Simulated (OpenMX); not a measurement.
## Energy of CsSnI3 along an even scaling of the cell

System: CsSnI3 (Pm-3m, 5 atoms in the cell).
Method: Kohn-Sham DFT of a periodic cell, PBE, OpenMX 2013 PBE set, no spin polarisation (OpenMX 3.8.5).

The 7 runs differ only in the geometry, by an even scaling of the cell at fixed fractional positions. The structure derives from an entry of the Crystallography Open Database.

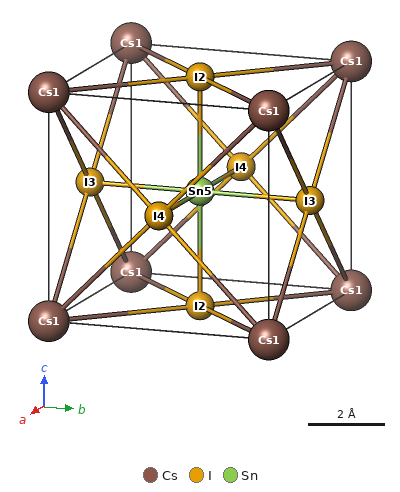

Figure 1. The structure of run 4 (ball-and-stick view of the cell of the calculation, seen slightly off an axis; atoms are numbered from 1 in the order of the input). An atom can appear more than once, as a periodic image.

### Input of run 4
```
System.CurrrentDirectory             ./
System.Name                          CsSnI3
DATA.PATH                            ./DFT_DATA13
level.of.stdout                      1
level.of.fileout                     0
Species.Number                       3
<Definition.of.Atomic.Species
  Cs  Cs12.0-s2p2d1          Cs_PBE13
  I   I7.0-s3p2d2            I_PBE13
  Sn  Sn7.0-s3p2d1           Sn_PBE13
Definition.of.Atomic.Species>

Atoms.Number                         5
Atoms.SpeciesAndCoordinates.Unit     FRAC
<Atoms.SpeciesAndCoordinates
    1  Cs    0.0000000000    0.0000000000    0.0000000000   4.500  4.500
    2  I     0.5000000000    0.5000000000    0.0000000000   3.500  3.500
    3  I     0.5000000000    0.0000000000    0.5000000000   3.500  3.500
    4  I     0.0000000000    0.5000000000    0.5000000000   3.500  3.500
    5  Sn    0.5000000000    0.5000000000    0.5000000000   7.000  7.000
Atoms.SpeciesAndCoordinates>

Atoms.UnitVectors.Unit               Ang
<Atoms.UnitVectors
     6.2057000000    0.0000000000    0.0000000000
     0.0000000000    6.2057000000    0.0000000000
     0.0000000000    0.0000000000    6.2057000000
Atoms.UnitVectors>

scf.XcType                           GGA-PBE
scf.SpinPolarization                 off
scf.ElectronicTemperature            580.226
scf.energycutoff                     500.0
scf.maxIter                          100
scf.EigenvalueSolver                 band
scf.Kgrid                            5 5 5
scf.Mixing.Type                      rmm-diisk
scf.Init.Mixing.Weight               0.05
scf.Min.Mixing.Weight                0.001
scf.Max.Mixing.Weight                0.3
scf.Mixing.History                   25
scf.Mixing.StartPulay                8
scf.criterion                        1.0e-8
scf.stress.tensor                    on
MD.Type                              nomd
Band.dispersion                      on
Band.Nkpath                          6
<Band.kpath
   11   0.000000  0.000000  0.000000    0.000000  0.500000  0.000000  G X
   11   0.000000  0.500000  0.000000    0.500000  0.500000  0.000000  X M
   15   0.500000  0.500000  0.000000    0.000000  0.000000  0.000000  M G
   18   0.000000  0.000000  0.000000    0.500000  0.500000  0.500000  G R
   15   0.500000  0.500000  0.500000    0.000000  0.500000  0.000000  R X
   11   0.500000  0.500000  0.000000    0.500000  0.500000  0.500000  M R
Band.kpath>
```

Command:
```bash
openmx CsSnI3.dat -nt 1 > CsSnI3.std
```

Lattice vectors (Å) and fractional positions of run 4:
```
   6.205700    0.000000    0.000000
   0.000000    6.205700    0.000000
   0.000000    0.000000    6.205700
Cs  0.000000  0.000000  0.000000
I   0.500000  0.500000  0.000000
I   0.500000  0.000000  0.500000
I   0.000000  0.500000  0.500000
Sn  0.500000  0.500000  0.500000
```

Run 5 has the same physical settings and fractional positions; its lattice vectors (Å) are:
```
   6.246799    0.000000    0.000000
   0.000000    6.246799    0.000000
   0.000000    0.000000    6.246799
```

### Results, with one run withheld

| run | volume per atom (Å³) | free energy per atom, from the lowest run given (meV) | gap on the mesh (eV) |
| --- | --- | --- | --- |
| 1 | 44.929 | 27.55 | 1.63 |
| 2 | 45.885 | 17.11 | 1.65 |
| 3 | 46.841 | 9.46 | 1.65 |
| 4 | 47.797 | 4.23 | 1.46 |
| 5 | 48.753 | ? | ? |
| 6 | 49.709 | 0.00 | 0.77 |
| 7 | 50.665 | 0.62 | 0.49 |

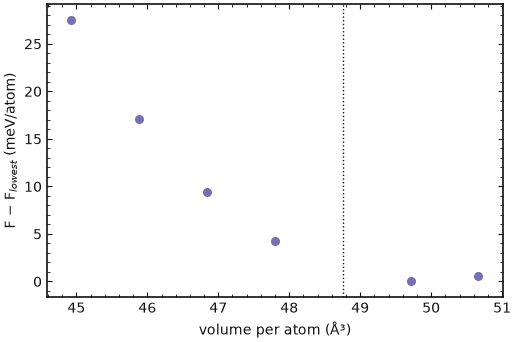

Figure 2. Free energy per atom of the runs given; the dotted line marks run 5.

Fit the runs given and predict run 5.

A cubic polynomial in V^(−2/3) (the Birch–Murnaghan form), fitted to the 6 runs given, misses them by at most 0.02 meV per atom. With x = V^(−2/3) − 0.07617 Å⁻², it reads F = 5.2579 + 4541.9 x + 9.9587e+05 x² + 6.3554e+06 x³ (meV per atom). At run 5 it gives 1.15 meV per atom, and the run itself gives 1.13. The fit has its minimum at 49.841 Å³ per atom, where V d²F/dV² gives 14.8 GPa: the bulk modulus at this level, since symmetry fixes the shape and the positions. The gap on the mesh lies between 0.49 eV (run 7) and 1.65 eV (run 3); run 5 has 1.12 eV. These are gaps of this functional on this mesh, which can miss the band edges; they aren't the measured gap.

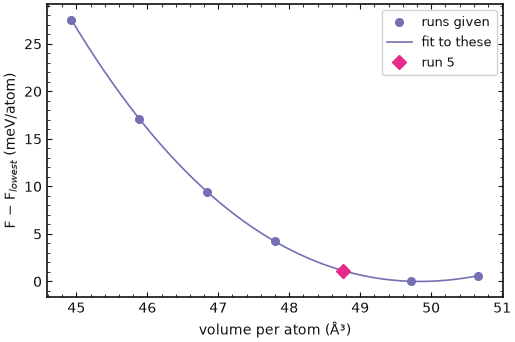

Figure 3. The fit and the withheld run.

### Some lines of the output (run 5)
```
[...]
  Cell_Volume =   1645.011769414414 (Bohr^3)
        Total energy (Hartree) at MD = 1
   kloop=0
   kloop=1
   kloop=62
```

Notes: Points of doubt noted for this run: few d functions beyond semicore. With a small basis of atomic orbitals these values can differ much from converged plane-wave results.
